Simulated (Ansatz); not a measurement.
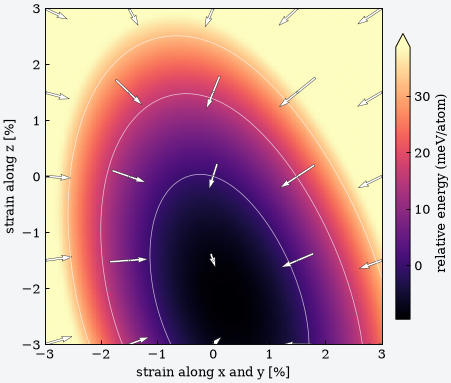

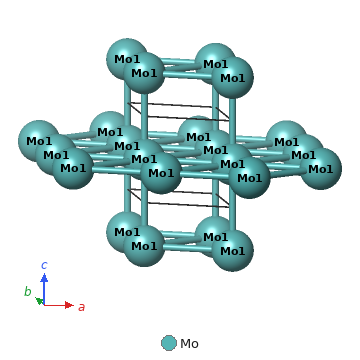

Energy landscape of Mo (P6/mmm, No. 191; 1 atom in the cell). The cell is strained homogeneously, by one strain along x and y and another along z, with fractional coordinates fixed (x along [1 0 0], z along [0 0 1] of the conventional cell). Coordinates scanned: (1) strain along x and y; (2) strain along z. Grid: 5 × 5 points. Points are written as (first, second). All energies are given in meV/atom relative to the unstrained cell. The reference cell is the one listed in the database, not relaxed at this level. Level of theory: DFT PBEsol, scalar-relativistic, plane waves, PAW in Ansatz. Settings: cutoff 420 eV, k-mesh 18×18×18, gaussian smearing 0.15 eV, no spin polarisation.

The picture shows a smooth colour map with a few white contour lines, dots at the grid points, arrows along the force (downhill), their lengths compressed, one colour for all values above the top of the scale. Between grid points the surface is interpolated. The second picture is the structure at the lowest point

**Where are the wells?**

The lowest grid point is at (0.0 %, −1.5 %), −9 meV/atom from the unstrained cell. It is the only kind of minimum in the scanned range. The highest grid point, (3.0 %, 3.0 %), lies 125 meV/atom above the lowest.
